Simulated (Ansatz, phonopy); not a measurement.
# Quasi-harmonic thermodynamics of KI (Fm-3m), part 3 of 3

How much does KI expand with temperature?

What experiment has found for this phase:
- volume expansion coefficient 113.7 1e-6/K near room temperature (given in “Descriptors for thermal expansion in solids”, 2017, arXiv:1701.03966)

Ansatz 0.2.0; DFT LDA, scalar-relativistic, plane waves, PAW.

So far, principal linear expansion coefficients at 298 K (× 1e-6/K): step 7 (phonons on strained cells, cutoff 550 eV) 40.5.

## 9. The quasi-harmonic study, cutoff 487.2 eV, k-mesh 12×12×12

Thermal expansion follows from how the free energy of the vibrations (and of the electrons in a metal) changes with strain, so the program makes strained cells, their phonons and a fit in one run.

This step: DFT LDA, scalar-relativistic, plane waves, PAW (Ansatz 0.2.0).

File input.yaml:

```yaml
crystal:
  lattice:
    - [0.0, 3.4087163076, 3.4087163076]
    - [3.4087163076, 0.0, 3.4087163076]
    - [3.4087163076, 3.4087163076, 0.0]
  atoms:
    - { symbol: K, position: [0.0, 0.0, 0.0] }
    - { symbol: I, position: [0.5, 0.5, 0.5] }
kpoints:
  mp_grid: { grid: [12, 12, 12] }
hamiltonian:
  xc: lda
scf:
  occupations: { method: fixed }
  lower_state_search: "off"
output:
  eigenvalues: true
phonons:
  method: dfpt
  qmesh: [4, 4, 4]
  temperatures: { t_max: 500.0, t_step: 25 }
  thermal_expansion: {}
```

Command:

```sh
ansatz run input.yaml --threads 4 --pin off --max-ram 16384MiB --backend cpu --events-out ev --progress --plain --runs-dir out
```

Numbers of over 12 decimals in the logs are rounded to 6 here.

Log:

```text
The last accepted step is kept in <dir> (removed where the run ends without a failure and the disk answers)
Engine: ansatz 0.2.0, aarch64-unknown-linux-gnu
Pseudopotentials: kind: paw
Pseudopotential: K, paw, valence charge 9, recommended cutoff 420 eV (normal), K.paw.azcp
Pseudopotential: I, paw, valence charge 17, recommended cutoff 420 eV (normal), I.paw.azcp
Functional definition: SPW92
  exchange = slater_x
  correlation = pw_c
Crystal: 2 atoms, lattice volume = 79.214 Å³
Basis set: ecut = 487.2 eV, 1917 PW (Γ), exchange–correlation on 72×72×72 points (8 copies of the dense FFT grid, shifted against one another)
Bands: 17, of which v1, the nominal top of the filled ones, is band 13 counted from 1 (12 counted from 0)
Symmetry: 48 space group operations
Space group: Fm-3m (ITA 225), of the structure as read, at distance tolerance 4.3e-5 Å
k-points: 72 of 1728
Non-local potential: K, projectors of the file, l = 0: 3, l = 1: 2, l = 2: 2
Non-local potential: I, projectors of the file, l = 0: 2, l = 1: 2, l = 2: 2, l = 3: 2
PAW form: soft (Blöchl's): semilocal exchange-correlation on the pseudo side does not see the compensation charge
PAW frozen core: K, regenerated for the run's functional, and the local potential with it (the file was generated under x = pbe(κ = 0.804, μ = 0.219515), c = pbe(β = 0.066725))
PAW frozen core: I, regenerated for the run's functional, and the local potential with it (the file was generated under x = pbe(κ = 0.804, μ = 0.219515), c = pbe(β = 0.066725))
PAW one-centre angular grid: K, 110 points (default); XC on 64 Gauss nodes
PAW one-centre angular grid: I, 590 points (default); XC on 64 Gauss nodes
Initial density: superposition of atomic densities (neutral atoms: chi_scale 0, normalization atom), corrected by the library's trained network
Initial wavefunctions: pseudopotential atomic-orbital guess
Functional: x = slater, c = lda
SCF iter   1: F=—  HF=-8855.101819 eV  |F-HF|=—  |Δ(HF+E_count)|=         —  Δρ=4.77e-3  dr2=8.31e-3  ethr=1.77e-3  ⟨swp⟩=5.3  Hψ=5762  notcnv=0  defer=139
preconditioner: auto → none  [insulator: Δε(μ)=3.858 eV  Ē_g=13.645 eV  n_scr=14 (ndim 8)  ℏωp=15.6 eV  f_vac=0.104  ε∞_Penn≈2.3]
SCF iter   2: F=—  HF=-8855.098849 eV  |F-HF|=—  |Δ(HF+E_count)|=   2.97e-3  Δρ=2.30e-3  dr2=1.60e-3  ethr=3.20e-5  ⟨swp⟩=2.1  Hψ=2465  notcnv=0  defer=142
SCF iter   3: F=—  HF=-8855.098675 eV  |F-HF|=—  |Δ(HF+E_count)|=   1.74e-4  Δρ=3.85e-4  dr2=1.54e-4  ethr=6.17e-6  ⟨swp⟩=3.0  Hψ=2243  notcnv=0  defer=142
SCF iter   4: F=—  HF=-8855.098605 eV  |F-HF|=—  |Δ(HF+E_count)|=   7.02e-5  Δρ=6.65e-5  dr2=3.06e-6  ethr=5.91e-7  ⟨swp⟩=2.0  Hψ=2298  notcnv=0  defer=142
SCF iter   5: F=—  HF=-8855.098603 eV  |F-HF|=—  |Δ(HF+E_count)|=   1.63e-6  Δρ=1.23e-5  dr2=5.39e-8  ethr=1.18e-8  ⟨swp⟩=2.0  Hψ=1421  notcnv=0  defer=108
SCF iter   6: F=—  HF=-8855.098604 eV  |F-HF|=—  |Δ(HF+E_count)|=   1.17e-6  Δρ=2.41e-6  dr2=2.29e-9  ethr=2.07e-10  ⟨swp⟩=2.1  Hψ=2121  notcnv=0  defer=90
SCF iter   7: F=—  HF=-8855.098604 eV  |F-HF|=—  |Δ(HF+E_count)|=  3.00e-10  Δρ=4.29e-7  dr2=3.08e-10  ethr=8.81e-12  ⟨swp⟩=2.0  Hψ=2160  notcnv=0  defer=89
SCF iter   8: F=-8855.098604 eV  HF=-8855.098604 eV  |F-HF|=1.09e-11  |Δ(HF+E_count)|=  1.51e-10  Δρ=5.82e-8  dr2=6.50e-12  ethr=1.00e-12  ⟨swp⟩=8.2  Hψ=8710  notcnv=0
SCF 1 converged in 8 iterations: F = -8855.098604 eV  dr2 = 6.50e-12
[...]
relax step   1: F+E_penalty+E_count = -8855.09860445 eV  Δ(F+E_penalty+E_count) = +0.000e0 eV  max|allowed force component| = 3.468e-29 eV/Å  Δτ_max = 0.0000 Å  (8 SCF iters, accepted)
SCF converged after 8 iterations
Free energy (F): -8855.098604 eV
Harris-Foulkes:  -8855.098604 eV  (|F-HF|=1.09e-11)
Internal energy: -8855.098604 eV  (E = F + TS)
E sigma→0 (E₀):  -8855.098604 eV
Fermi energy:    2.900621 eV
--- Per-component energies (eV) ---
  E_band       = -504.801406
  E_kinetic    = 444.367948
  E_local      = -2710.866564  (includes V_loc(G=0)·N_el)
  E_nonlocal   = -69.635740
  E_hartree    = 1287.912463
  E_xc         = -260.726885
  E_vxc        = -292.806071  (∫ρ·V_xc dr)
  E_paw        = -5403.476536  (= ΣΔE_a)
  E_vpaw       = -451.686062  (= ΣTr[D̂ρ^β])
  E_aug_tail   = 0.000016  (compensation charges beyond the density's cutoff)
  E_ewald      = -2143.712020
  E_core_change = 1.038715  (= ΣΔE_core)
  E_smearing   = -0.000000  (= −TS)
  E_closure    = 0.000000  (closes the sum)
  Σ components = -8855.098604   (vs F -8855.098604, Δ=0.00e0)
--- Forces (eV/Å), atoms counted from 1 ---
  atom   1  K     -0.00000000     0.00000000     0.00000000
  atom   2  I      0.00000000    -0.00000000    -0.00000000
  max |Σ_I F_I| component: 6.53e-29 eV/Å
--- Stress (GPa, compression-positive) ---
        0.000373       0.000000       0.000000
       -0.000000       0.000373      -0.000000
        0.000000      -0.000000       0.000373
  P = ⅓ Tr σ = 0.0004 GPa (0.004 kbar)
--- Band table (eV; the first three rows and the last of 72) ---
  k-point 0: bands = [... 9 lower, -7.8941, 2.9006, 2.9006, 2.9006, 6.7699, 9.1378, 9.1378, 9.1378]
  k-point 1: bands = [... 9 lower, -7.8526, 2.7395, 2.8661, 2.8661, 6.9835, 9.0952, 9.2233, 9.2233]
  k-point 2: bands = [... 9 lower, -7.7488, 2.3611, 2.7752, 2.7752, 7.4742, 9.0866, 9.4630, 9.4630]
  k-point 71: bands = [... 9 lower, -7.5695, 2.0063, 2.0063, 2.1291, 9.1789, 9.1789, 9.5837, 11.2369]
── thermal expansion: 3 new cells, 3 in all ──
thermal expansion: relaxation of cell 2
thermal expansion: relaxation of cell 3
── thermal expansion: 2 new cells, 5 in all ──
thermal expansion: relaxation of cell 4
thermal expansion: phonons of cell 4
thermal expansion: relaxation of cell 5
thermal expansion: phonons of cell 5
── thermal expansion: 6 new cells, 11 in all ──
thermal expansion: relaxation of cell 6
thermal expansion: relaxation of cell 7
thermal expansion: relaxation of cell 8
thermal expansion: relaxation of cell 9
thermal expansion: relaxation of cell 10
thermal expansion: relaxation of cell 11
thermal expansion: phonons of cell 6
thermal expansion: phonons of cell 7
thermal expansion: phonons of cell 8
```

It took 53 min on 4 threads of Arm Neoverse V2, shared host; peak memory 5.8 GiB.

The run was cut off at its time limit.

## 10. The quasi-harmonic study, cutoff 487.2 eV

The study relaxes the crystal at several strains, solves the phonons on some of them and minimises the free energy at each temperature (static energy, vibrations, the electrons in a metal, and PV under a set pressure); the q-mesh sets how far the force constants reach.

input.yaml: that of step 9 with these lines changed.

```diff
@@ -9,3 +9,3 @@
 kpoints:
-  mp_grid: { grid: [12, 12, 12] }
+  mp_grid: { grid: [8, 8, 8] }
 hamiltonian:
```

Log:

```text
[...]
Crystal: 2 atoms, lattice volume = 79.214 Å³
Basis set: ecut = 487.2 eV, 1917 PW (Γ), exchange–correlation on 72×72×72 points (8 copies of the dense FFT grid, shifted against one another)
Bands: 17, of which v1, the nominal top of the filled ones, is band 13 counted from 1 (12 counted from 0)
Symmetry: 48 space group operations
[...]
vibrations' free energy: its fit leaves 0.0003 meV an atom at the most
  the electrons' free energy at temperature is not in it: every band gap is over 0.52 eV
  free energies summed between the sampled wave vectors
[...]
band gaps on the cells' k-points are 3.621 to 3.950 eV
[key lines of the parts left out:]
SCF converged after 8 iterations
Free energy (F): -8855.098602 eV
Fermi energy:    2.900621 eV
P = ⅓ Tr σ = 0.0004 GPa (0.004 kbar)
```

It took 17 min on 4 threads; peak memory 2 GiB; 68 min of CPU time.

Changing the cutoff (550 → 487.2 eV) takes the volume expansion at 298 K from 122 to 122 × 10⁻⁶/K and B_T from 13.1 to 13.1 GPa.

## 11. Quasi-harmonic fit by phonopy

This step: DFT LDA, scalar-relativistic, plane waves, PAW (phonopy 4.10.0).

This step gave:

```
volume expansion coefficient at 300 K : 121.9 1e-6/K
```

Energy (each curve on its own zero) against volume; values in meV/atom:

| volume (Å³/atom) | static | F at 0 K | F at 300 K | F at 500 K |
| --- | --- | --- | --- | --- |
| 39.62 | 0 | 1.02 | 4.72 | 7.78 |
| 40.22 | 0.45 | 1.06 | 3.36 | 5.25 |
| 41.17 | 2.84 | 2.81 | 2.81 | 2.8 |
| 41.96 | 6.23 | 5.68 | 3.71 | 2.09 |
| 42.77 | 10.8 | 9.78 | 5.74 | 2.43 |

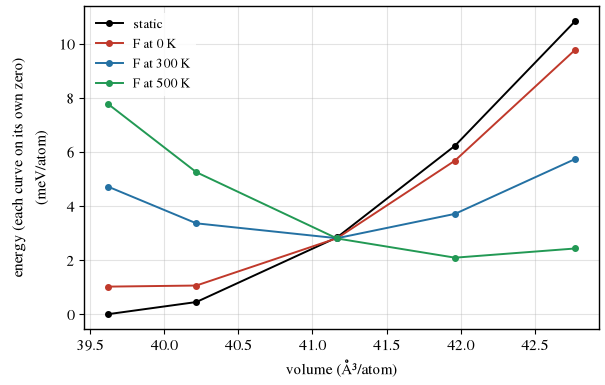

Energy (each curve on its own zero), plotted against volume.

Phonopy-qha, vinet fit of F(V) at each temperature. Qha vinet, by row:

| T (K) | fitted volume (Å³/atom) | alpha_V (1e-6/K) | B_T (GPa) | C_P (J/mol-atom/K) | Grueneisen |
| --- | --- | --- | --- | --- | --- |
| 75 | 40 | 76.79 | 15.27 | 20.21 | 1.413 |
| 100 | 40.09 | 89.33 | 15.05 | 22.32 | 1.48 |
| 125 | 40.18 | 96.83 | 14.82 | 23.46 | 1.514 |
| 150 | 40.28 | 102 | 14.59 | 24.17 | 1.534 |
| 175 | 40.39 | 106.1 | 14.36 | 24.66 | 1.549 |
| 200 | 40.49 | 109.6 | 14.12 | 25.03 | 1.562 |
| 225 | 40.61 | 112.8 | 13.87 | 25.33 | 1.573 |
| 250 | 40.72 | 115.8 | 13.62 | 25.6 | 1.583 |
| 275 | 40.84 | 118.8 | 13.37 | 25.84 | 1.593 |
| 300 | 40.97 | 121.9 | 13.12 | 26.07 | 1.603 |
| 325 | 41.09 | 125 | 12.86 | 26.29 | 1.613 |
| 350 | 41.22 | 128.2 | 12.59 | 26.51 | 1.624 |
| 375 | 41.36 | 131.6 | 12.33 | 26.74 | 1.634 |
| 400 | 41.49 | 135.1 | 12.06 | 26.97 | 1.645 |
| 425 | 41.64 | 138.9 | 11.78 | 27.21 | 1.656 |
| 450 | 41.78 | 142.8 | 11.5 | 27.47 | 1.667 |
| 475 | 41.94 | 147 | 11.22 | 27.73 | 1.679 |

Table of volume expansion coefficient by temperature; values in 1e-6/K:

| temperature (K) | phonopy-qha, Vinet | Ansatz's own study |
| --- | --- | --- |
| 75 | 76.8 | 78.4 |
| 100 | 89.3 | 90.0 |
| 125 | 96.8 | 97.1 |
| 150 | 102 | 102 |
| 175 | 106 | 106 |
| 200 | 110 | 110 |
| 225 | 113 | 113 |
| 250 | 116 | 116 |
| 275 | 119 | 119 |
| 300 | 122 | 122 |
| 325 | 125 | 125 |
| 350 | 128 | 128 |
| 375 | 132 | 132 |
| 400 | 135 | 135 |
| 425 | 139 | 139 |
| 450 | 143 | 143 |
| 475 | 147 | 147 |

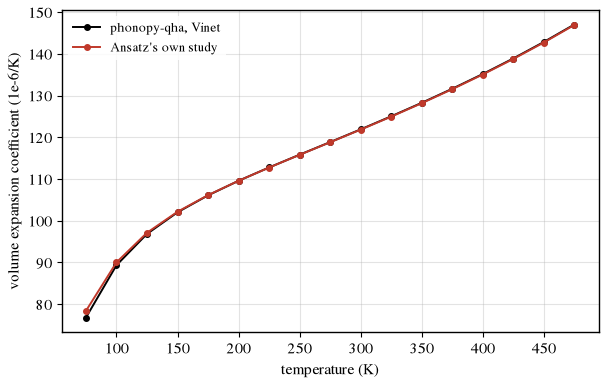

Volume expansion coefficient against temperature.

The fit gives a volume expansion of 122 × 10⁻⁶/K at 300 K, against 122 at 298 K from the study itself, whose static fit uses more cells.

## 12. What came out

```
settings of these figures                        : LDA, 550 eV, k 8×8×8, q 4×4×4
volume expansion coefficient at 298 K            : 121.6 1e-6/K
C_P at 298 K                                     : 26.02 J/mol-atom/K
entropy at 298 K                                 : 52.36 J/mol-atom/K
isothermal bulk modulus at 298 K                 : 13.14 GPa
Grüneisen parameter at 298 K                     : 1.602
volume at 298 K                                  : 40.96 Å³/atom
principal linear expansion coefficients at 298 K : 40.52, 40.52, 40.52 1e-6/K
```

Near room temperature KI expands by 122 × 10⁻⁶/K in volume by LDA, with C_P = 26.0 J/(mol K) per mole of atoms and B_T = 13.1 GPa. C_P at room temperature is 104 % of the classical 3R an atom; C_V is 99 %, and the rest is expansion work. A measured volume expansion coefficient near room temperature is 113.7 1e-6/K (arXiv:1701.03966); the calculated 122 1e-6/K differs by +7 %. Changing the cutoff moves the volume expansion at 298 K between 122 and 122 × 10⁻⁶/K, while the CPU time spans a factor of 1.5. The PAW files were made for PBE and are used here under another functional, for which the program regenerates the frozen cores. The cell of these runs is 10 % smaller in volume than the database cell; frequencies and all that rests on them shift with it.

[Logs are printed without paths, hosts, clocks, repeated set-up lines and the standing remarks that a program may print on its own settings, such as how far it seeks lower states.]

[Hosts, paths, dates, database ids (printed as entryN), source tags and the programs' standing remarks are cut or masked in the printed files.]

[A step with changed settings may run another functional than the one named; its input shows which.]
